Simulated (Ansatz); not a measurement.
SiGe₂

Input file:

```
crystal:
  lattice:
    - [0.0, 4.7922292486, 4.1035739825]
    - [2.7121240585, 0.0, 4.1035739825]
    - [2.7121240585, 4.7922292486, 0.0]
  atoms:
    - { symbol: Si, position: [0.0, 0.0, 0.0] }
    - { symbol: Si, position: [0.25, 0.25, 0.25] }
    - { symbol: Ge, position: [0.6783624265, 0.6783624265, 0.3216375735] }
    - { symbol: Ge, position: [0.3216375735, 0.3216375735, 0.6783624265] }
    - { symbol: Ge, position: [0.5716375735, 0.5716375735, 0.9283624265] }
    - { symbol: Ge, position: [0.9283624265, 0.9283624265, 0.5716375735] }
basis:
  ecutwfc: 500
kpoints:
  mp_grid: { grid: [10, 10, 10] }
hamiltonian:
  xc: r2scan
scf:
  occupations: { method: gaussian, width: 0.1 }
output:
  forces: true
  stress: true
  eigenvalues: true
  write_density: true
  write_potential: true
  elf: true
  volumetric_format: npy
relax:
  adjacent_minimum: "off"
  f_tol: 0.01
  max_steps: 60
  cell: { stress_tol: 0.1 }
```

Launched as:

```sh
ansatz run input.yaml --threads 1 --pin off --max-ram 2560MiB --backend cpu --events-out ev --progress --plain --runs-dir out
```

Below, planes, directions and counts refer to the conventional cell (a = 4.96 Å, b = 4.96 Å, c = 8.54 Å, α = 90.00°, β = 90.00°, γ = 90.00°).

The fields are those of the run's last geometry, not of the input's.

Space group I4₁/amd.

These are results of DFT r2SCAN, scalar-relativistic, plane waves, PAW (Ansatz 0.2.0), not measurements.

**What can the converged valence pseudo-density and electron localisation function tell about the bonding?**

Si–Ge (2.55 Å): ρ is about 0.42 e/Å³ halfway; the ELF peaks at about 0.85 in the valence shell of Si, 1.0 Å from its nucleus, and is about 0.80 at the midpoint.
Ge–Ge (2.67 Å): the density is about 0.35 e/Å³ at the midpoint; the ELF peaks at about 0.70 between the atoms.
Si–Ge (2.71 Å): ρ at the midpoint is about 0.3 e/Å³; the ELF peaks at about 0.75 in the valence shell of Si, 0.9 Å from its nucleus, and is about 0.65 at the midpoint.

**Does the calculation give a band gap?**

It is metallic or semimetallic at this level of theory: no gap opens.

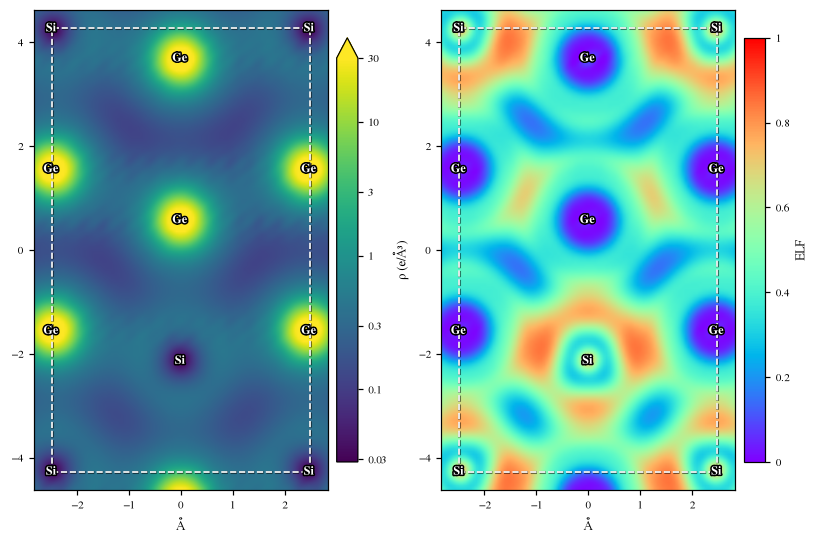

Computed valence pseudo-density and electron localisation function on the (010) plane of the conventional cell, in this order. 

Core electrons are frozen (PAW), and the valence fields are smoothed inside the atomic spheres.
